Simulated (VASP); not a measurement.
# AgHgBr3 with PBEsol + D3(BJ): from relaxation to properties

What structure does AgHgBr3 take at this level, and what are its properties? The steps: rough relaxation of the start cell, full relaxation (PBEsol + D3(BJ)), single point with fields (PBEsol + D3(BJ)), bands along the symmetry lines (PBEsol + D3(BJ)), density of states (PBEsol + D3(BJ)), zone-centre phonons (PBEsol + D3(BJ)) and field gradients at the nuclei (PBEsol + D3(BJ)). The cell is invented: it takes the structure of COD entry 1010118, CsHgBr3 (space group 221 there), with some of its atoms replaced by other elements, volume scaled by an estimate. It may not be a known or stable phase.

Main program and level: VASP 6.6.1; PBEsol with D3(BJ); plane waves and PAW (Hg, Ag, Br); invented cell.

## Step 1: Starting point

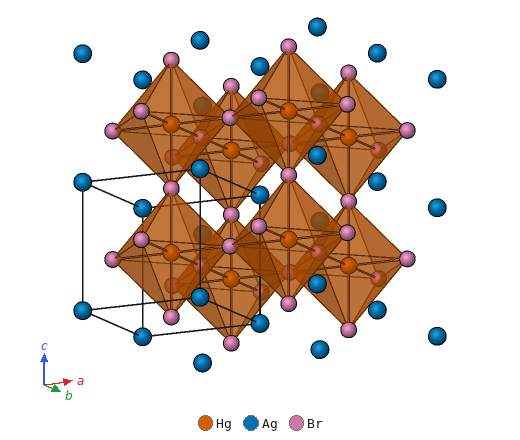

The cell as given, from a free direction (mercury orange, silver blue, bromine pink). 2×2×2 cells are drawn. Some periodic images of atoms are drawn too.

## Step 2: Rough relaxation of the start cell

The start is only an estimate, so a cheap relaxation brings it near a minimum before any careful run. PBEsol restores the gradient expansion of exchange and is tuned for the cells of solids. A dispersion term adds the long-range attraction that semilocal functionals lack. D3 with Becke-Johnson damping keeps a finite attraction at short range.

The input, INCAR:

```
SYSTEM = AgHgBr3
PREC = Normal
ENCUT = 400
EDIFF = 1E-05
NELM = 60
ISMEAR = -1
SIGMA = 0.05
LREAL = .FALSE.
ALGO = Fast
GGA = PS
IVDW = 12
NBANDS = 28
LORBIT = 11
LWAVE = .FALSE.
LCHARG = .FALSE.
KPAR = 2
IBRION = 2
NSW = 40
ISIF = 3
EDIFFG = -0.04
```

The input, POSCAR:

```
AgHgBr3
1.0
    5.4187210000      0.0000000000      0.0000000000
    0.0000000000      5.4187210000      0.0000000000
    0.0000000000      0.0000000000      5.4187210000
Hg Ag Br
1 1 3
Direct
    0.5000000000      0.5000000000      0.5000000000
    0.0000000000      0.0000000000      0.0000000000
    0.0000000000      0.5000000000      0.5000000000
    0.5000000000      0.0000000000      0.5000000000
    0.5000000000      0.5000000000      0.0000000000
```

The input, KPOINTS:

```
Automatic mesh
0
Gamma
3 3 3
0 0 0
```

PAW data sets: Hg, Ag and Br (PBE family, release 64).

Launch:

```sh
$ mpirun -np 2 vasp_std
```

The log of the run:

```text
[banner, memory and clock lines left out]
running    2 mpi-ranks, on    1 nodes
 distrk:  each k-point on    1 cores,    2 groups
 distr:  one band on    1 cores,    1 groups

 POSCAR found type information on POSCAR HgAgBr
 POSCAR found :  3 types and       5 ions
|                                                                             |
|               ----> ADVICE to this user running VASP <----                  |
|                                                                             |
|     You enforced a specific xc type in the INCAR file but a different       |
|     [... a line on the potential file left out ...]
|     I HOPE YOU KNOW WHAT YOU ARE DOING!                                     |
|                                                                             |

 LDA part: xc-table for (Slater+PW92), standard interpolation
 POSCAR, INCAR and KPOINTS ok, starting setup
 FFT: planning ... GRIDC
 FFT: planning ... GRID_SOFT
 FFT: planning ... GRID
 WAVECAR not read
 entering main loop
       N       E                     dE             d eps       ncg     rms          rms(c)
DAV:   1     0.271468952038E+03    0.27147E+03   -0.17185E+04   224   0.112E+03
DAV:   2     0.103337374984E+02   -0.26114E+03   -0.25367E+03   276   0.262E+02
DAV:   3    -0.988275316939E+01   -0.20216E+02   -0.20099E+02   252   0.722E+01
DAV:   4    -0.101486259667E+02   -0.26587E+00   -0.26549E+00   256   0.878E+00
DAV:   5    -0.101513147746E+02   -0.26888E-02   -0.26887E-02   236   0.921E-01    0.115E+01
RMM:   6    -0.920001602795E+01    0.95130E+00   -0.18186E+00   224   0.636E+00    0.909E+00
RMM:   7    -0.908277741716E+01    0.11724E+00   -0.73345E-01   224   0.316E+00    0.296E+00
RMM:   8    -0.907115782063E+01    0.11620E-01   -0.45225E-02   224   0.118E+00    0.936E-01
RMM:   9    -0.907066035126E+01    0.49747E-03   -0.12080E-02   224   0.649E-01    0.340E-01
RMM:  10    -0.907081342535E+01   -0.15307E-03   -0.16238E-03   229   0.202E-01    0.276E-01
RMM:  11    -0.907100692521E+01   -0.19350E-03   -0.56474E-04   224   0.165E-01    0.363E-01
RMM:  12    -0.907110737219E+01   -0.10045E-03   -0.39520E-04   224   0.115E-01    0.270E-01
RMM:  13    -0.907095779052E+01    0.14958E-03   -0.59291E-04   221   0.147E-01    0.716E-02
RMM:  14    -0.907096321032E+01   -0.54198E-05   -0.35018E-05   163   0.240E-02
   1 F= -.10270460E+02 E0= -.10262567E+02  d E =-.102705E+02
 curvature:   0.00 expect dE= 0.000E+00 dE for cont linesearch  0.000E+00
 trial: gam= 0.00000 g(F)=  0.000E+00 g(S)=  0.241E-01 ort = 0.000E+00 (trialstep = 0.100E+01)
 search vector abs. value=  0.241E-01
 bond charge predicted
       N       E                     dE             d eps       ncg     rms          rms(c)
DAV:   1    -0.932833944063E+01   -0.25738E+00   -0.56391E+00   252   0.186E+01    0.338E+00
RMM:   2    -0.908532481177E+01    0.24301E+00   -0.62955E-01   225   0.540E+00    0.128E+00
RMM:   3    -0.906158619587E+01    0.23739E-01   -0.13543E-01   225   0.176E+00    0.980E-01
RMM:   4    -0.906077104012E+01    0.81516E-03   -0.14583E-02   227   0.704E-01    0.233E-01
RMM:   5    -0.906047566768E+01    0.29537E-03   -0.62625E-03   224   0.461E-01    0.178E-01
RMM:   6    -0.906045850825E+01    0.17159E-04   -0.73712E-04   226   0.174E-01    0.315E-02
RMM:   7    -0.906046065565E+01   -0.21474E-05   -0.87712E-05   187   0.431E-02
   2 F= -.10279878E+02 E0= -.10272013E+02  d E =-.941819E-02
 trial-energy change:   -0.009418  1 .order   -0.009883   -0.024132    0.004367
 step:   0.8332(harm=  0.8468)  dis= 0.00000  next Energy=   -10.280245 (dE=-0.978E-02)
 reached required accuracy - stopping structural energy minimisation
```

The job ended after 7.6 s (2 MPI ranks of AMD EPYC 7R43, shared host; peak memory 0.27 GiB; 14 s of CPU time).

The logs omit lines about the potential files and the build; timing stands in the text.

OUTCAR, selected parts (step 2):

```text
ion  position               nearest neighbor table
   1  0.500  0.500  0.500-   3 2.71   4 2.71   5 2.71   5 2.71   4 2.71   3 2.71
   2  0.000  0.000  0.000-
   3  0.000  0.500  0.500-   1 2.71   1 2.71
   4  0.500  0.000  0.500-   1 2.71   1 2.71
   5  0.500  0.500  0.000-   1 2.71   1 2.71

  LATTYP: Found a simple cubic cell.
 ALAT       =     5.4187210000

 Subroutine GETGRP returns: Found 48 space group operations
 (whereof 48 operations were pure point group operations)

The static configuration has the point symmetry O_h .

 Found      4 irreducible k-points:

   k-points           NKPTS =      4   k-points in BZ     NKDIM =      4   number of bands    NBANDS=     28

   dimension x,y,z NGX =    28 NGY =   28 NGZ =   28
   dimension x,y,z NGXF=    56 NGYF=   56 NGZF=   56

   ENCUT  =  400.0 eV  29.40 Ry    5.42 a.u.   8.84  8.84  8.84*2*pi/ulx,y,z

   NELECT =      44.0000    total number of electrons

 k-points in reciprocal lattice and weights: Automatic mesh
   0.00000000  0.00000000  0.00000000       0.037
   0.33333333  0.00000000  0.00000000       0.222
   0.33333333  0.33333333  0.00000000       0.444
   0.33333333  0.33333333  0.33333333       0.296

 Edisp (eV)   -1.19950

 average (electrostatic) potential at core
       1 -41.5655       2 -76.8667       3 -64.0567       4 -64.0567       5 -64.0567

 E-fermi :   0.5157

 k-point     1 :       0.0000    0.0000    0.0000
  band No.  band energies     occupation
    ...
     19      -0.6554      2.00000
     20      -0.5121      2.00000
     21      -0.5121      2.00000
     22      -0.5121      2.00000
     23      -0.4587      2.00000
     24       0.9965      0.00013
     25       7.5331      0.00000
     26       7.5331      0.00000
     27       7.8613      0.00000
     28       7.8613      0.00000

 k-point     2 :       0.3333    0.0000    0.0000
  band No.  band energies     occupation
    ...
     18      -0.7219      2.00000
     19      -0.7219      2.00000
     20      -0.6775      2.00000
     21      -0.4711      2.00000
     22      -0.4711      2.00000
     23       1.8727      0.00000
     24       2.6316      0.00000
     25       5.4006      0.00000
     26       6.9500      0.00000
     27       6.9500      0.00000
    ...

 k-point     3 :       0.3333    0.3333    0.0000
  band No.  band energies     occupation
    ...
     18      -0.9858      2.00000
     19      -0.5827      2.00000
     20      -0.5701      2.00000
     21      -0.1958      2.00000
     22       0.3693      1.89844
     23       2.3435      0.00000
     24       3.4560      0.00000
     25       5.7203      0.00000
     26       6.2620      0.00000
     27       6.3357      0.00000
    ...

 Edisp (eV)   -1.21942

  Total       0.16523     0.16523     0.16523    -0.00000     0.00000    -0.00000
  in kB       1.70862     1.70862     1.70862    -0.00000     0.00000    -0.00000
  external pressure =        1.71 kB  Pullay stress =        0.00 kB

  energy-cutoff  :      400.00
  volume of cell :      154.94
      direct lattice vectors                 reciprocal lattice vectors
     5.370982613  0.000000000  0.000000000     0.186185671 -0.000000000 -0.000000000
     0.000000000  5.370982613  0.000000000     0.000000000  0.186185671 -0.000000000
     0.000000000  0.000000000  5.370982613    -0.000000000  0.000000000  0.186185671

 POSITION                                       TOTAL-FORCE (eV/Angst)
 -----------------------------------------------------------------------------------
      2.68549      2.68549      2.68549         0.000000      0.000000      0.000000
      0.00000      0.00000      0.00000        -0.000000     -0.000000      0.000000
      0.00000      2.68549      2.68549         0.000000     -0.000000      0.000000
      2.68549      0.00000      2.68549        -0.000000      0.000000      0.000000
      2.68549      2.68549      0.00000        -0.000000     -0.000000      0.000000
 -----------------------------------------------------------------------------------
    total drift:                                0.000000      0.000000      0.000000

  FREE ENERGIE OF THE ION-ELECTRON SYSTEM (eV)
  ---------------------------------------------------
  free  energy   TOTEN  =       -10.2798783750 eV

  energy  without entropy=      -10.2641483852  energy(sigma->0) =      -10.27201338

 reached required accuracy - stopping structural energy minimisation

 total charge
# of ion       s       p       d       tot
------------------------------------------
    1        0.648   0.362   9.444  10.453
    2        0.085   0.027   9.404   9.517
    3        1.614   3.187   0.019   4.820
    4        1.614   3.187   0.019   4.820
    5        1.614   3.187   0.019   4.820
--------------------------------------------------
tot          5.576   9.950  18.905  34.431

[... 1 further part left out ...]
```

The k-mesh is coarse for a metal. This relaxation is a rough one on cheap settings, only to bring the start near its minimum. The PAW data sets were made with PBE, which is usual practice but a small mismatch for other functionals. The run keeps the 48 symmetry operations of its start, so it cannot find a distortion of lower symmetry.

Relaxation path:

```csv
step,energy less that of the first step (eV),largest force (eV/Å),pressure (GPa),volume (Å³)
1,0.0000,0.0000,-0.92,159.11
2,-0.0094,0.0000,0.17,154.94
```

```csv
"conventional cell, symmetrised",before,after,change
a (Å),5.419,5.371,-0.9 %
b (Å),5.419,5.371,-0.9 %
c (Å),5.419,5.371,-0.9 %
volume (Å³/atom),31.82,30.99,-2.6 %
```

Final coordinates:

```xyz
5
Lattice="5.3710 0.0000 0.0000 0.0000 5.3710 0.0000 0.0000 0.0000 5.3710" Properties=species:S:1:pos:R:3 pbc="T T T"
Hg    2.6855    2.6855    2.6855
Ag    0.0000    0.0000    0.0000
Br    0.0000    2.6855    2.6855
Br    2.6855    0.0000    2.6855
Br    2.6855    2.6855    0.0000
```

Numbers from this step:

```
electrons                       : 44
bands                           : 28
irreducible k-points            : 4
symmetry operations             : 48
free energy (TOTEN)             : -10.28 eV
energy at zero smearing         : -10.27 eV
Fermi energy                    : 0.5157 eV
pressure                        : 0.1709 GPa
metallic                        : yes
SCF cycles over all ionic steps : 21
```

It ends with forces that vanish by symmetry and a pressure of 0.17 GPa.

## Step 3: Full relaxation (PBEsol + D3(BJ))

Properties are meant for the cell that this level of theory prefers, so cell and atoms are relaxed first (ISIF = 3) until forces and stress are small; EDIFFG sets the threshold.

The input, INCAR:

```
SYSTEM = AgHgBr3
PREC = Accurate
ENCUT = 400
EDIFF = 1E-06
NELM = 100
ISMEAR = -1
SIGMA = 0.05
LREAL = .FALSE.
ALGO = Normal
GGA = PS
IVDW = 12
NBANDS = 28
LORBIT = 11
LWAVE = .FALSE.
LCHARG = .FALSE.
KPAR = 2
IBRION = 2
NSW = 60
ISIF = 3
EDIFFG = -0.01
```

POSCAR, as its differences from that of step 2:

```diff
@@ -2,5 +2,5 @@
 1.0
-    5.4187210000      0.0000000000      0.0000000000
-    0.0000000000      5.4187210000      0.0000000000
-    0.0000000000      0.0000000000      5.4187210000
+    5.3709826134      0.0000000000      0.0000000000
+    0.0000000000      5.3709826134      0.0000000000
+    0.0000000000      0.0000000000      5.3709826134
 Hg Ag Br
```

The input, KPOINTS:

```
Automatic mesh
0
Gamma
4 4 4
0 0 0
```

Launch:

```sh
$ mpirun -np 2 vasp_std
```

The log of the run:

```text
[banner, memory and clock lines left out]
running    2 mpi-ranks, on    1 nodes
 distrk:  each k-point on    1 cores,    2 groups
 distr:  one band on    1 cores,    1 groups

 POSCAR found type information on POSCAR HgAgBr
 POSCAR found :  3 types and       5 ions
 [... a notice as in an earlier step ...]

 LDA part: xc-table for (Slater+PW92), standard interpolation
 POSCAR, INCAR and KPOINTS ok, starting setup
 FFT: planning ... GRIDC
 FFT: planning ... GRID_SOFT
 FFT: planning ... GRID
 WAVECAR not read
 entering main loop
       N       E                     dE             d eps       ncg     rms          rms(c)
DAV:   1     0.265365095665E+03    0.26537E+03   -0.17091E+04   568   0.110E+03
DAV:   2     0.749391269708E+01   -0.25787E+03   -0.24967E+03   696   0.265E+02
DAV:   3    -0.995443930431E+01   -0.17448E+02   -0.17287E+02   664   0.687E+01
DAV:   4    -0.101401759280E+02   -0.18574E+00   -0.18554E+00   668   0.770E+00
DAV:   5    -0.101420362270E+02   -0.18603E-02   -0.18599E-02   640   0.751E-01    0.123E+01
DAV:   6    -0.918283302509E+01    0.95920E+00   -0.16018E+00   640   0.154E+01    0.914E+00
DAV:   7    -0.909931036980E+01    0.83523E-01   -0.11587E+00   620   0.689E+00    0.343E+00
DAV:   8    -0.908514983317E+01    0.14161E-01   -0.22856E-01   588   0.443E+00    0.606E-01
DAV:   9    -0.908190338436E+01    0.32464E-02   -0.22727E-02   608   0.164E+00    0.221E-01
DAV:  10    -0.908219864954E+01   -0.29527E-03   -0.24902E-03   604   0.291E-01    0.930E-02
DAV:  11    -0.908234961001E+01   -0.15096E-03   -0.17514E-03   636   0.377E-01    0.757E-02
DAV:  12    -0.908223818378E+01    0.11143E-03   -0.36744E-04   616   0.165E-01    0.325E-02
DAV:  13    -0.908223804725E+01    0.13653E-06   -0.41394E-05   616   0.381E-02    0.863E-03
DAV:  14    -0.908223766740E+01    0.37985E-06   -0.26045E-06   544   0.132E-02
   1 F= -.10301655E+02 E0= -.10296064E+02  d E =-.103017E+02
 curvature:   0.00 expect dE= 0.000E+00 dE for cont linesearch  0.000E+00
 trial: gam= 0.00000 g(F)=  0.000E+00 g(S)=  0.894E-03 ort = 0.000E+00 (trialstep = 0.100E+01)
 search vector abs. value=  0.894E-03
 bond charge predicted
       N       E                     dE             d eps       ncg     rms          rms(c)
DAV:   1    -0.908910621934E+01   -0.68682E-02   -0.20858E-01   600   0.358E+00    0.722E-01
DAV:   2    -0.907973215266E+01    0.93741E-02   -0.24220E-02   576   0.137E+00    0.238E-01
DAV:   3    -0.907888550244E+01    0.84665E-03   -0.29161E-03   608   0.350E-01    0.231E-01
DAV:   4    -0.907883164833E+01    0.53854E-04   -0.17305E-04   564   0.967E-02    0.294E-02
DAV:   5    -0.907882205677E+01    0.95916E-05   -0.81937E-05   600   0.847E-02    0.197E-02
DAV:   6    -0.907882327053E+01   -0.12138E-05   -0.61898E-06   540   0.151E-02    0.866E-03
DAV:   7    -0.907882315795E+01    0.11258E-06   -0.11541E-06   280   0.109E-02
   2 F= -.10302183E+02 E0= -.10296400E+02  d E =-.527814E-03
 trial-energy change:   -0.000528  1 .order   -0.000493   -0.000894   -0.000093
 step:   1.0902(harm=  1.1155)  dis= 0.00000  next Energy=   -10.302187 (dE=-0.532E-03)
 reached required accuracy - stopping structural energy minimisation
```

Elapsed: 24 s, on 2 MPI ranks; peak memory 0.39 GiB.

From OUTCAR (step 3):

```text
  LATTYP: Found a simple cubic cell.
 ALAT       =     5.3709826134

The static configuration has the point symmetry O_h .

 Found     10 irreducible k-points:

   k-points           NKPTS =     10   k-points in BZ     NKDIM =     10   number of bands    NBANDS=     28

   dimension x,y,z NGX =    36 NGY =   36 NGZ =   36
   dimension x,y,z NGXF=    72 NGYF=   72 NGZF=   72

   ENCUT  =  400.0 eV  29.40 Ry    5.42 a.u.   8.76  8.76  8.76*2*pi/ulx,y,z

   NELECT =      44.0000    total number of electrons

 Edisp (eV)   -1.21942

 E-fermi :   1.1685

 k-point     1 :       0.0000    0.0000    0.0000
  band No.  band energies     occupation
    ...
     20      -0.5029      2.00000
     21      -0.5029      2.00000
     22      -0.5029      2.00000
     23      -0.4715      2.00000
     24       1.0645      1.77776
     25       7.5749      0.00000
     26       7.5749      0.00000
     27       7.9426      0.00000
     28       7.9426      0.00000

 k-point     2 :       0.2500    0.0000    0.0000
  band No.  band energies     occupation
    ...
     18      -0.6678      2.00000
     19      -0.6678      2.00000
     20      -0.6518      2.00000
     21      -0.4863      2.00000
     22      -0.4863      2.00000
     23       1.3032      0.12655
     24       2.0036      0.00000
     25       6.0217      0.00000
     26       7.2208      0.00000
     27       7.2208      0.00000
    ...

 Edisp (eV)   -1.22336

  Total      -0.01820    -0.01820    -0.01820     0.00000    -0.00000     0.00000
  in kB      -0.18913    -0.18913    -0.18913     0.00000    -0.00000     0.00000
  external pressure =       -0.19 kB  Pullay stress =        0.00 kB

  energy-cutoff  :      400.00
  volume of cell :      154.15
      direct lattice vectors                 reciprocal lattice vectors
     5.361873319 -0.000000000  0.000000000     0.186501982  0.000000000 -0.000000000
    -0.000000000  5.361873319  0.000000000     0.000000000  0.186501982  0.000000000
     0.000000000 -0.000000000  5.361873319    -0.000000000 -0.000000000  0.186501982

 POSITION                                       TOTAL-FORCE (eV/Angst)
 -----------------------------------------------------------------------------------
      2.68094      2.68094      2.68094        -0.000000     -0.000000      0.000000
      0.00000      0.00000      0.00000         0.000000      0.000000      0.000000
     -0.00000      2.68094      2.68094        -0.000000      0.000000      0.000000
      2.68094     -0.00000      2.68094         0.000000      0.000000      0.000000
      2.68094      2.68094      0.00000         0.000000      0.000000      0.000000
 -----------------------------------------------------------------------------------
    total drift:                                0.000000      0.000000      0.000000

  FREE ENERGIE OF THE ION-ELECTRON SYSTEM (eV)
  ---------------------------------------------------
  free  energy   TOTEN  =       -10.3021832006 eV

  energy  without entropy=      -10.2906176127  energy(sigma->0) =      -10.29640041

 total charge
# of ion       s       p       d       tot
------------------------------------------
    1        0.642   0.370   9.438  10.450
    2        0.095   0.027   9.401   9.523
    3        1.615   3.186   0.019   4.819
    4        1.615   3.186   0.019   4.819
    5        1.615   3.186   0.019   4.819
--------------------------------------------------
tot          5.580   9.954  18.896  34.431

[... 2 parts as in an earlier step ...]

[... 7 further parts left out ...]
```

Relaxation path:

```csv
step,energy less that of the first step (eV),largest force (eV/Å),pressure (GPa),volume (Å³)
1,0.0000,0.0000,-0.18,154.94
2,-0.0005,0.0000,-0.02,154.15
```

```csv
"conventional cell, symmetrised",before,after,change
a (Å),5.371,5.362,-0.2 %
b (Å),5.371,5.362,-0.2 %
c (Å),5.371,5.362,-0.2 %
volume (Å³/atom),30.99,30.83,-0.5 %
```

Final coordinates:

```
Hg Ag Br
1.0
     5.36187    0.00000    0.00000
     0.00000    5.36187    0.00000
     0.00000    0.00000    5.36187
Hg Ag Br
1 1 3
Direct
  0.50000 0.50000 0.50000
  0.00000 0.00000 0.00000
  0.00000 0.50000 0.50000
  0.50000 0.00000 0.50000
  0.50000 0.50000 0.00000
```

This step gave:

| Item | Value |
| --- | --- |
| irreducible k-points | 10 |
| free energy (TOTEN) | -10.30 eV |
| energy at zero smearing | -10.30 eV |
| Fermi energy | 1.169 eV |
| pressure | -0.01891 GPa |

It ends with forces that vanish by symmetry and a pressure of -0.02 GPa.

(Part 1 of 4 ends here.)

[Lines on the potential files, build, host, timing and source positions are cut from VASP's logs without a mark.]

[Logs are printed without paths, hosts, clocks, repeated set-up lines and the standing remarks that a program may print on its own settings, such as how far it seeks lower states.]

[Hosts, paths, dates, database ids (printed as entryN), source tags and the programs' standing remarks are cut or masked in the printed files.]

[A measured line is paired with the nearest computed mode of its activity, which favours agreement.]
